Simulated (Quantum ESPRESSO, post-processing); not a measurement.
# Thickness dependence of 2H-WS2, part 4 of 8

Aim: screening, gap and ionisation potential of 2H-WS2 against the number of layers.

Quantum ESPRESSO 7.5; plane-wave DFT, PBE, GBRV ultrasoft pseudopotentials.

So far. Step 3 (Self-consistent run, 1 layer: no field): The run needed 12 iterations to bring the estimated error under 1e-09 Ry; the largest force on any atom, held or free, is 0.11 eV/Å. Step 7 (Electrostatic potential, 1 layer): The slope in the vacuum is 0.100 eV/Å for an applied 0.10 V/Å, as it should be.

## (8) Band structure, 1 layer: no field

A bands run reads the converged density and follows the path given under K_POINTS.

The input, n1.f0.bands.in:

```
&control
  prefix = 'n1.f0.bands'
  outdir = './out'
  pseudo_dir = './pseudo'
  calculation = 'bands'
  tefield = .true.
  dipfield = .true.
/
&system
  ibrav = 0
  nat = 3
  ntyp = 2
  ecutwfc = 40
  ecutrho = 200
  occupations = 'smearing'
  smearing = 'fd'
  degauss = 0.004
  edir = 3
  emaxpos = 0.97
  eopreg = 0.04
  eamp = 0.0
  nbnd = 17
/
&electrons
  conv_thr = 1e-07
  mixing_beta = 0.4
  electron_maxstep = 120
  mixing_mode = 'local-TF'
/
ATOMIC_SPECIES
  S   32.0600  s_pbe_v1.4.uspp.F.UPF
  W   183.8400  w_pbe_v1.2.uspp.F.UPF
CELL_PARAMETERS angstrom
  3.15954537600000 0.00000000000000 0.00000000000000
  -1.57977268800000 2.73624656000000 0.00000000000000
  0.00000000000000 0.00000000000000 20.47562023200000
ATOMIC_POSITIONS crystal
  S   0.333333333300 0.666666666700 0.422975090900
  W   0.000000000000 0.000000000000 0.500000000000
  S   0.333333333300 0.666666666700 0.577024909100
K_POINTS crystal_b
4
  0.0000000000 0.0000000000 0.0000000000 12
  0.5000000000 0.0000000000 0.0000000000 12
  0.3333333333 0.3333333333 0.0000000000 12
  0.0000000000 0.0000000000 0.0000000000 1
```

Run with:

```sh
> cp -r out/n1.f0.save out/n1.f0.bands.save
> cp out/n1.f0.xml out/n1.f0.bands.xml
> OMP_NUM_THREADS=1 mpirun -n 4 pw.x -nk 4 -in n1.f0.bands.in > n1.f0.bands.out
```

Log:

```text
[banner, memory and clock lines left out]
Program PWSCF v.7.5 starts

          URL

     Presently no symmetry can be used with electric field

     Atomic positions and unit cell read from directory:
     ./out/n1.f0.bands.save/

     G-vector sticks info

     bravais-lattice index     =            0
     lattice parameter (alat)  =       5.9707  a.u.
     unit-cell volume          =    1194.5752 (a.u.)^3
     number of atoms/cell      =            3
     number of atomic types    =            2
     number of electrons       =        26.00
     number of Kohn-Sham states=           17
     kinetic-energy cutoff     =      40.0000  Ry
     charge density cutoff     =     200.0000  Ry
     Exchange-correlation= SLA  PW   PBE  PBE
                           (   1   4   3   4   0   0   0)

     celldm(1)=   5.970675  celldm(2)=   0.000000  celldm(3)=   0.000000
     celldm(4)=   0.000000  celldm(5)=   0.000000  celldm(6)=   0.000000

     crystal axes: (cart. coord. in units of alat)
               a(1) = (   1.000000   0.000000   0.000000 )
               a(2) = (  -0.500000   0.866025   0.000000 )
               a(3) = (   0.000000   0.000000   6.480559 )

     reciprocal axes: (cart. coord. in units 2 pi/alat)
               b(1) = (  1.000000  0.577350 -0.000000 )
               b(2) = (  0.000000  1.154701  0.000000 )
               b(3) = (  0.000000 -0.000000  0.154308 )

     PseudoPot. # 1 for S  read from file:
     ./pseudo/s_pbe_v1.4.uspp.F.UPF
     Pseudo is Ultrasoft + core correction, Zval =  6.0
     Generated by new atomic code, or converted to UPF format
     Using radial grid of  907 points,  6 beta functions with:
                l(1) =   0
                l(2) =   0
                l(3) =   1
                l(4) =   1
                l(5) =   2
                l(6) =   2
     Q(r) pseudized with  8 coefficients,  rinner =    1.300   1.300   1.300
                                                       1.300   1.300

     PseudoPot. # 2 for W  read from file:
     ./pseudo/w_pbe_v1.2.uspp.F.UPF
     Pseudo is Ultrasoft + core correction, Zval = 14.0
     Generated by new atomic code, or converted to UPF format
     Using radial grid of  923 points,  8 beta functions with:
                l(1) =   0
                l(2) =   0
                l(3) =   0
                l(4) =   1
                l(5) =   1
                l(6) =   2
                l(7) =   2
                l(8) =   3
     Q(r) pseudized with  6 coefficients,  rinner =    1.350   1.350   1.350
                                                       1.350   1.350   1.350
                                                       1.350

     atomic species   valence    mass     pseudopotential
     S                 6.00    32.06000     S ( 1.00)
     W                14.00   183.84000     W ( 1.00)

     No symmetry found

   Cartesian axes

     site n.     atom                  positions (alat units)
         1        S      tau(   1) = (  -0.0000000   0.5773503   2.7411150  )
         2        W      tau(   2) = (   0.0000000   0.0000000   3.2402795  )
         3        S      tau(   3) = (  -0.0000000   0.5773503   3.7394440  )

     number of k points=    37  Fermi-Dirac smearing, width (Ry)=  0.0040
                       cart. coord. in units 2pi/alat
        k(    1) = (   0.0000000   0.0000000   0.0000000), wk =   0.0540541
        k(    2) = (   0.0416667   0.0240563   0.0000000), wk =   0.0540541
        k(    3) = (   0.0833333   0.0481125   0.0000000), wk =   0.0540541
        k(    4) = (   0.1250000   0.0721688   0.0000000), wk =   0.0540541
        k(    5) = (   0.1666667   0.0962250   0.0000000), wk =   0.0540541
        k(    6) = (   0.2083333   0.1202813   0.0000000), wk =   0.0540541
        k(    7) = (   0.2500000   0.1443376   0.0000000), wk =   0.0540541
        k(    8) = (   0.2916667   0.1683938   0.0000000), wk =   0.0540541
        k(    9) = (   0.3333333   0.1924501   0.0000000), wk =   0.0540541
        k(   10) = (   0.3750000   0.2165064   0.0000000), wk =   0.0540541
        k(   11) = (   0.4166667   0.2405626   0.0000000), wk =   0.0540541
        k(   12) = (   0.4583333   0.2646189   0.0000000), wk =   0.0540541
        k(   13) = (   0.5000000   0.2886751   0.0000000), wk =   0.0540541
        k(   14) = (   0.4861111   0.3127314   0.0000000), wk =   0.0540541
        k(   15) = (   0.4722222   0.3367877   0.0000000), wk =   0.0540541
        k(   16) = (   0.4583333   0.3608439   0.0000000), wk =   0.0540541
        k(   17) = (   0.4444444   0.3849002   0.0000000), wk =   0.0540541
        k(   18) = (   0.4305556   0.4089564   0.0000000), wk =   0.0540541
        k(   19) = (   0.4166667   0.4330127   0.0000000), wk =   0.0540541
        k(   20) = (   0.4027778   0.4570690   0.0000000), wk =   0.0540541
        k(   21) = (   0.3888889   0.4811252   0.0000000), wk =   0.0540541
        k(   22) = (   0.3750000   0.5051815   0.0000000), wk =   0.0540541
        k(   23) = (   0.3611111   0.5292377   0.0000000), wk =   0.0540541
        k(   24) = (   0.3472222   0.5532940   0.0000000), wk =   0.0540541
        k(   25) = (   0.3333333   0.5773503   0.0000000), wk =   0.0540541
        k(   26) = (   0.3055556   0.5292377   0.0000000), wk =   0.0540541
        k(   27) = (   0.2777778   0.4811252   0.0000000), wk =   0.0540541
        k(   28) = (   0.2500000   0.4330127   0.0000000), wk =   0.0540541
        k(   29) = (   0.2222222   0.3849002   0.0000000), wk =   0.0540541
        k(   30) = (   0.1944444   0.3367877   0.0000000), wk =   0.0540541
        k(   31) = (   0.1666667   0.2886751   0.0000000), wk =   0.0540541
        k(   32) = (   0.1388889   0.2405626   0.0000000), wk =   0.0540541
        k(   33) = (   0.1111111   0.1924501   0.0000000), wk =   0.0540541
        k(   34) = (   0.0833333   0.1443376   0.0000000), wk =   0.0540541
        k(   35) = (   0.0555556   0.0962250   0.0000000), wk =   0.0540541
        k(   36) = (   0.0277778   0.0481125   0.0000000), wk =   0.0540541
        k(   37) = (   0.0000000   0.0000000   0.0000000), wk =   0.0540541

     Dense  grid:    57229 G-vectors     FFT dimensions: (  27,  27, 180)

     Smooth grid:    40667 G-vectors     FFT dimensions: (  25,  25, 160)

     The potential is recalculated from file :
     ./out/n1.f0.bands.save/charge-density

     negative rho (up, down):  6.887E-02 0.000E+00

     Adding external electric field

     Computed dipole along edir(3) :
        Dipole                0.0000 Ry au,          0.0001 Debye
        Dipole field          0.0000 Ry au,

        Potential amp.       -0.0000 Ry
        Total length         37.1456 bohr

[...]
-3.4072  -2.9412  -2.2391  -2.1278  -0.7755   2.2758   2.3516   2.3664
     2.4104

          k = 0.0833 0.0481 0.0000 (  5041 PWs)   bands (ev):

   -74.6502 -38.8998 -38.7501 -38.7312 -15.3425 -13.7862  -6.9144  -3.7414
    -3.3212  -3.1930  -2.3751  -2.0349  -0.8139   2.1411   2.2072   2.3342
     2.5252

          k = 0.1250 0.0722 0.0000 (  5083 PWs)   bands (ev):

   -74.6487 -38.8947 -38.7796 -38.7382 -15.2000 -13.7326  -6.7474  -4.0681
    -3.4994  -3.1841  -2.5733  -2.0038  -0.9001   1.8993   2.1710   2.2268
     2.7544

          k = 0.1667 0.0962 0.0000 (  5073 PWs)   bands (ev):

   -74.6468 -38.8877 -38.8172 -38.7468 -15.0080 -13.6607  -6.5344  -4.4472
    -3.8321  -3.0046  -2.8053  -2.0574  -1.0552   1.7100   2.1118   2.2190
     3.0173

          k = 0.2083 0.1203 0.0000 (  5084 PWs)   bands (ev):

   -74.6446 -38.8798 -38.8608 -38.7571 -14.7746 -13.5736  -6.3093  -4.8252
    -4.1790  -3.0472  -2.7962  -2.1779  -1.2796   1.6244   2.0127   2.3602
     3.2808

          k = 0.2500 0.1443 0.0000 (  5084 PWs)   bands (ev):

   -74.6422 -38.9072 -38.8711 -38.7680 -14.5100 -13.4759  -6.1517  -5.1220
    -4.5300  -3.2812  -2.5758  -2.3294  -1.5343   1.6506   1.9508   2.5700
     3.5203

          k = 0.2917 0.1684 0.0000 (  5068 PWs)   bands (ev):

   -74.6398 -38.9531 -38.8623 -38.7787 -14.2277 -13.3730  -6.2010  -5.2155
    -4.8719  -3.4945  -2.4796  -2.3626  -1.7527   1.7683   1.9410   2.8092
     3.7208

          k = 0.3333 0.1925 0.0000 (  5072 PWs)   bands (ev):

   -74.6376 -38.9955 -38.8543 -38.7888 -13.9446 -13.2720  -6.4397  -5.1881
    -5.1503  -3.6782  -2.6083  -2.1750  -1.8703   1.9502   1.9884   3.0366
     3.8766

          k = 0.3750 0.2165 0.0000 (  5084 PWs)   bands (ev):

   -74.6357 -39.0320 -38.8475 -38.7974 -13.6821 -13.1807  -6.7183  -5.4598
    -5.0858  -3.8263  -2.7075  -2.0262  -1.8587   2.0825   2.1728   3.2186
     3.9891

          k = 0.4167 0.2406 0.0000 (  5088 PWs)   bands (ev):

   -74.6342 -39.0599 -38.8422 -38.8039 -13.4652 -13.1074  -6.9581  -5.6693
    -5.0691  -3.9347  -2.7758  -1.9220  -1.7520   2.1959   2.4148   3.3386
     4.0633

          k = 0.4583 0.2646 0.0000 (  5082 PWs)   bands (ev):

   -74.6333 -39.0772 -38.8388 -38.8080 -13.3204 -13.0598  -7.1189  -5.8015
    -5.0791  -4.0007  -2.8153  -1.8615  -1.6326   2.2889   2.6364   3.4007
     4.1050

          k = 0.5000 0.2887 0.0000 (  5088 PWs)   bands (ev):

   -74.6330 -39.0831 -38.8377 -38.8095 -13.2694 -13.0433  -7.1755  -5.8468
    -5.0864  -4.0229  -2.8282  -1.8419  -1.5817   2.3248   2.7384   3.4189
     4.1183

          k = 0.4861 0.3127 0.0000 (  5102 PWs)   bands (ev):

   -74.6329 -39.0823 -38.8377 -38.8114 -13.2647 -13.0407  -7.1635  -5.8548
    -5.0820  -4.0296  -2.8252  -1.9624  -1.5013   2.3189   2.7463   3.4450
     4.0706

          k = 0.4722 0.3368 0.0000 (  5112 PWs)   bands (ev):

   -74.6328 -39.0797 -38.8373 -38.8168 -13.2508 -13.0329  -7.1275  -5.8788
    -5.0690  -4.0473  -2.8179  -2.1934  -1.3861   2.2991   2.7699   3.5216
     3.9416

          k = 0.4583 0.3608 0.0000 (  5124 PWs)   bands (ev):

   -74.6327 -39.0757 -38.8368 -38.8252 -13.2284 -13.0204  -7.0684  -5.9186
    -5.0485  -4.0696  -2.8105  -2.4702  -1.2882   2.2607   2.8089   3.6420
     3.7639

          k = 0.4444 0.3849 0.0000 (  5142 PWs)   bands (ev):

   -74.6325 -39.0701 -38.8368 -38.8360 -13.1985 -13.0038  -6.9870  -5.9734
    -5.0221  -4.0889  -2.8082  -2.7764  -1.2067   2.1984   2.8628   3.5573
     3.8086

          k = 0.4306 0.4090 0.0000 (  5130 PWs)   bands (ev):

   -74.6322 -39.0628 -38.8506 -38.8349 -13.1625 -12.9840  -6.8852  -6.0410
    -4.9923  -4.0986  -3.0999  -2.8152  -1.1336   2.1098   2.9306   3.3574
     3.9976

          k = 0.4167 0.4330 0.0000 (  5138 PWs)   bands (ev):

   -74.6319 -39.0542 -38.8665 -38.8339 -13.1224 -12.9621  -6.7649  -6.1176
    -4.9626  -4.0951  -3.4287  -2.8343  -1.0610   1.9953   3.0098   3.1716
     4.2037

          k = 0.4028 0.4571 0.0000 (  5148 PWs)   bands (ev):

   -74.6316 -39.0443 -38.8838 -38.8330 -13.0803 -12.9394  -6.6294  -6.1979
    -4.9383  -4.0772  -3.7495  -2.8664  -0.9832   1.8595   3.0097   3.0975
     4.4123

          k = 0.3889 0.4811 0.0000 (  5160 PWs)   bands (ev):

   -74.6313 -39.0334 -38.9021 -38.8320 -13.0388 -12.9174  -6.4827  -6.2761
    -4.9281  -4.0467  -4.0449  -2.9098  -0.8975   1.7106   2.8774   3.1890
     4.6084

          k = 0.3750 0.5052 0.0000 (  5156 PWs)   bands (ev):

   -74.6311 -39.0216 -38.9202 -38.8309 -13.0009 -12.8977  -6.3457  -6.3318
    -4.9483  -4.2883  -4.0078  -2.9604  -0.8065   1.5609   2.7772   3.2786
     4.7768

          k = 0.3611 0.5292 0.0000 (  5150 PWs)   bands (ev):

   -74.6309 -39.0094 -38.9375 -38.8301 -12.9697 -12.8819  -6.4011  -6.1886
    -5.0173  -4.4463  -3.9676  -3.0107  -0.7193   1.4273   2.7090   3.3579
     4.9044

          k = 0.3472 0.5533 0.0000 (  5158 PWs)   bands (ev):

   -74.6307 -38.9984 -38.9520 -38.8296 -12.9486 -12.8715  -6.4373  -6.0766
    -5.1123  -4.5153  -3.9355  -3.0502  -0.6524   1.3313   2.6710   3.4154
     4.9821

          k = 0.3333 0.5774 0.0000 (  5154 PWs)   bands (ev):

   -74.6307 -38.9931 -38.9586 -38.8294 -12.9408 -12.8677  -6.4501  -6.0324
    -5.1585  -4.5310  -3.9226  -3.0659  -0.6261   1.2956   2.6594   3.4378
     5.0073

          k = 0.3056 0.5292 0.0000 (  5156 PWs)   bands (ev):

   -74.6309 -39.0063 -38.9398 -38.8303 -12.9775 -12.8842  -6.3942  -6.1600
    -4.9985  -4.4909  -3.9772  -2.9957  -0.7348   1.4326   2.6936   3.3317
     4.9231

          k = 0.2778 0.4811 0.0000 (  5154 PWs)   bands (ev):

   -74.6317 -39.0181 -38.9098 -38.8332 -13.0973 -12.9349  -6.3244  -6.2208
    -4.7922  -4.3222  -4.1005  -2.8161  -0.9800   1.7033   2.7557   3.0506
     4.7334

          k = 0.2500 0.4330 0.0000 (  5122 PWs)   bands (ev):

   -74.6330 -39.0172 -38.8785 -38.8378 -13.3028 -13.0174  -6.3754  -5.9320
    -4.7825  -4.2184  -3.9654  -2.5912  -1.2238   1.8182   2.7706   2.7790
     4.5305

          k = 0.2222 0.3849 0.0000 (  5108 PWs)   bands (ev):

   -74.6349 -39.0021 -38.8487 -38.8445 -13.5795 -13.1242  -6.2952  -5.5432
    -4.9119  -4.2817  -3.5492  -2.3660  -1.3957   1.6569   2.5945   2.7140
     4.3586

          k = 0.1944 0.3368 0.0000 (  5094 PWs)   bands (ev):

   -74.6372 -38.9738 -38.8530 -38.8209 -13.9016 -13.2460  -6.1188  -5.1161
    -5.0836  -4.2576  -3.1579  -2.1692  -1.4912   1.4462   2.4082   2.5679
     4.1881

          k = 0.1667 0.2887 0.0000 (  5086 PWs)   bands (ev):

   -74.6399 -38.9345 -38.8628 -38.7960 -14.2402 -13.3730  -5.9754  -5.2519
    -4.6137  -4.1027  -2.8773  -2.0192  -1.5051   1.3647   2.2034   2.3914
     3.9597

          k = 0.1389 0.2406 0.0000 (  5074 PWs)   bands (ev):

   -74.6427 -38.8882 -38.8729 -38.7746 -14.5693 -13.4961  -6.1009  -5.0679
    -4.2387  -3.7454  -2.8098  -1.9253  -1.3830   1.4327   2.0597   2.2357
     3.6520

          k = 0.1111 0.1925 0.0000 (  5070 PWs)   bands (ev):

   -74.6455 -38.8827 -38.8400 -38.7569 -14.8671 -13.6076  -6.3769  -4.6751
    -3.9318  -3.2648  -2.9310  -1.8895  -1.1600   1.5896   2.0461   2.1373
     3.2898

          k = 0.0833 0.1443 0.0000 (  5056 PWs)   bands (ev):

   -74.6479 -38.8915 -38.7948 -38.7430 -15.1165 -13.7012  -6.6502  -4.2355
    -3.6111  -3.1174  -2.8116  -1.9110  -0.9573   1.8018   2.1178   2.1547
     2.9212

          k = 0.0556 0.0962 0.0000 (  5036 PWs)   bands (ev):

   -74.6498 -38.8982 -38.7579 -38.7331 -15.3041 -13.7717  -6.8686  -3.8326
    -3.2858  -3.2762  -2.4646  -1.9885  -0.8338   2.0694   2.1751   2.2966
     2.6024

          k = 0.0278 0.0481 0.0000 (  5018 PWs)   bands (ev):

   -74.6510 -38.9026 -38.7336 -38.7273 -15.4205 -13.8154  -7.0078  -3.5429
    -3.3976  -2.9739  -2.2573  -2.1098  -0.7792   2.2650   2.3255   2.3860
     2.4009

          k = 0.0000 0.0000 0.0000 (  5033 PWs)   bands (ev):

   -74.6514 -38.9041 -38.7255 -38.7255 -15.4599 -13.8303  -7.0555  -3.4364
    -3.4364  -2.8277  -2.1902  -2.1902  -0.7650   2.3093   2.3093   2.4380
     2.4380

     XML data file, pseudopotentials, collected wavefunctions

                                        0.00s GPU  (     276 calls)
```

Wall time 11 s (4 MPI ranks of Arm Neoverse V1, shared host); peak memory 0.3 GiB; 43 s of CPU time.

Read from the output:

```
dipole along the normal              : 2.08e-5 e·Å
valence top, on the run's zero       : -0.6261 eV
conduction bottom, on the run's zero : 1.296 eV
```

Band numbers count within the set of bands kept for display. Electronic bands along the path, in eV, zero at the highest filled level of the SCF mesh; v1 is the highest filled band, c1 the lowest empty one:

| point | v4 | v3 | v2 | v1 | c1 | c2 | c3 | c4 |
| --- | --- | --- | --- | --- | --- | --- | --- | --- |
| Γ | -2.20 | -1.56 | -1.56 | -0.14 | 2.94 | 2.94 | 3.06 | 3.06 |
| M | -3.40 | -2.20 | -1.22 | -0.96 | 2.95 | 3.36 | 4.04 | 4.74 |
| K | -3.91 | -3.30 | -2.44 | 0.00 | 1.92 | 3.29 | 4.06 | 5.63 |
| Γ | -2.20 | -1.56 | -1.56 | -0.14 | 2.94 | 2.94 | 3.06 | 3.06 |

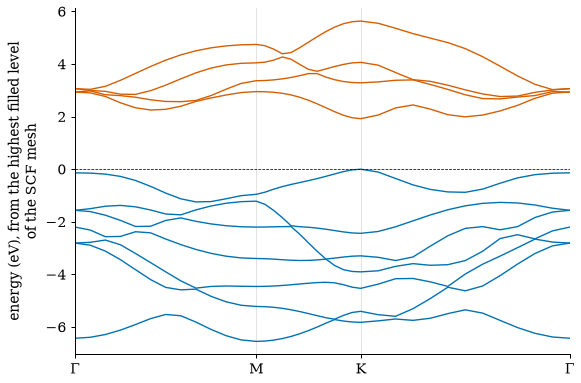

Electronic bands along the path; lines of filled and empty bands in two colours.

Along this path the valence top lies at K and the conduction bottom at K.

## (9) Polarisability from the dipole between 0 and 0.1 V/A, 1 layer

This step gave:

| Property | Result |
| --- | --- |
| change of slope in the vacuum | 0.10000 eV/Å |
| polarisability a cell | 3.517 Å³ |
| sheet polarisability 4πα/A | 5.112 Å |

Change of the potential energy, second field less first against z:

| z (Å) | change of the potential energy, second field less first (eV) |
| --- | --- |
| 0 | -0.384 |
| 1 | -0.668 |
| 2 | -0.568 |
| 3 | -0.468 |
| 4 | -0.368 |
| 5 | -0.268 |
| 6 | -0.169 |
| 7 | -0.0767 |
| 8 | -0.0192 |
| 9 | -0.00557 |
| 10 | -0.00173 |
| 11 | 0.00431 |
| 12 | 0.00952 |
| 13 | 0.0419 |
| 14 | 0.124 |
| 15 | 0.221 |
| 16 | 0.321 |
| 17 | 0.421 |
| 18 | 0.521 |
| 19 | 0.621 |
| 20 | 0.461 |

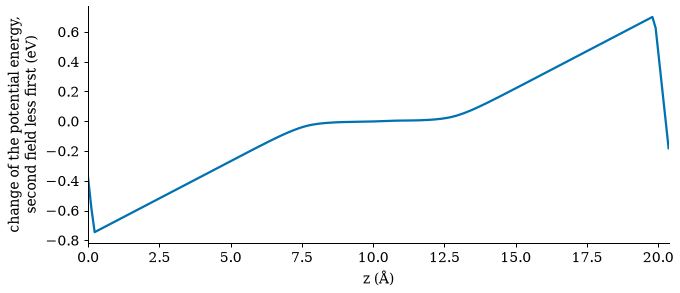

Change of the potential energy, second field less first against z.

[end of part 4 of 8]

[Logs are printed without paths, hosts, clocks, repeated set-up lines and the standing remarks that a program may print on its own settings, such as how far it seeks lower states.]

[Hosts, paths, dates, database ids (printed as entryN), source tags and the programs' standing remarks are cut or masked in the printed files.]

[Maps of the electrostatic potential energy from Ansatz leave out the sawtooth potential of an applied field or a dipole correction, so their vacuum need not be flat; planar profiles and work functions include it.]
